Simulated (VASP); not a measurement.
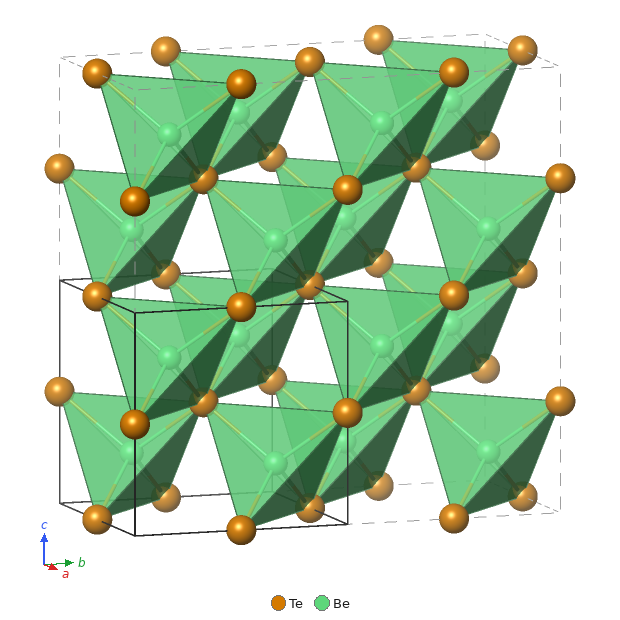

Polyhedra are drawn about Be (bonds: Be–Te below 2.7 Å); other atoms are plain spheres.

The compound is BeTe (space group F-43m, No. 216), taken as the end point of a relaxation with VASP Kohn-Sham DFT of a periodic cell, PBE with D3, VASP PAW PBE potentials, recommended (VASP).

Sharing among the drawn polyhedra:

| site | polyhedron | corner-sharing neighbours | edge-sharing | face-sharing | bond (Å) |
| --- | --- | --- | --- | --- | --- |
| Be | BeTe4 tetrahedron | 12 | 0 | 0 | 2.44 |

They form a three-dimensional framework of corner-sharing tetrahedra.
